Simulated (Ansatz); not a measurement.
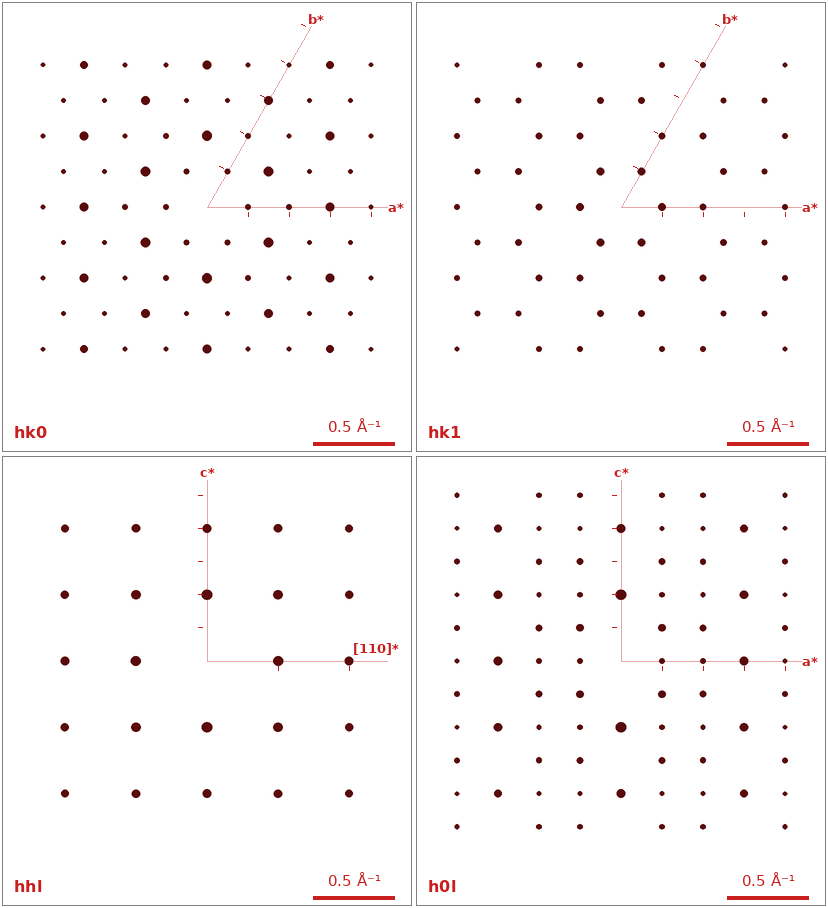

Four undistorted layers of reciprocal space, calculated for a single crystal (X-rays, kinematic |F|², B = 0.5 Å²). Tick marks count the reciprocal lattice steps of the conventional cell along each axis.

The compound is Nb. Structure: coordinates from a relaxation with DFT r2SCAN, scalar-relativistic, plane waves, PAW in Ansatz; the starting structure was generated, so it need not be a known form of this composition.

> What cell do the layers give?

a* = 0.255, b* = 0.255, c* = 0.207 Å⁻¹, γ* = 60°; the cell is hexagonal with a = 4.52 Å, c = 4.84 Å (hexagonal axes).

> Which reflection conditions do the layers show?

Reflections are present only under these conditions. hkl: no condition; hk0: no condition; h0l: no condition; hhl: l = 2n; 00l: l = 2n. The lattice is primitive (P). Further gaps, such as 0 3 1, 3 0 1, 3 0 3, come from atoms on special positions, not from the group's general conditions.

> Which space groups fit?

The intensities have Laue symmetry 6/mmm (the hk0 layer shows 6mm, hk1 shows 6mm). With these conditions the candidates are P6_3mc (No. 186), P-62c (No. 190), P6_3/mmc (No. 194). Diffraction geometry alone does not choose among them; the structure has P6_3/mmc.
